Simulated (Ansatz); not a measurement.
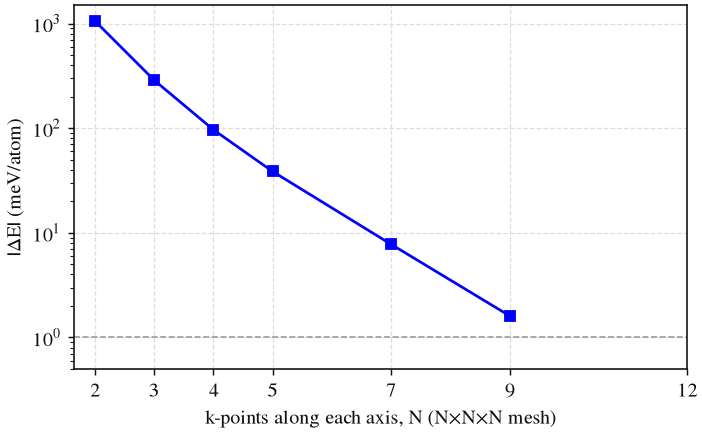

Scan of the k-point mesh.
- system: Sn (Fd-3m, 2 atoms in the cell)
- method: Ansatz 0.2.0, DFT, LDA (PW92), plane waves (420 eV) with PAW, scalar-relativistic; Fermi–Dirac smearing of 0.1 eV
ΔE is the free energy less its value at the densest setting, 12×12×12.
Dashed lines or grey bands mark the tolerance: 1 meV/atom.

**From which setting is the free energy converged to 1 meV/atom?**

The free energy at the last setting but one, 9×9×9, is still more than 1 meV/atom from the densest setting's value, so the scan doesn't show it converged. It is off by 1100 meV/atom at 2×2×2, 39 meV/atom at 5×5×5 and 1.6 meV/atom at 9×9×9 (always above it).
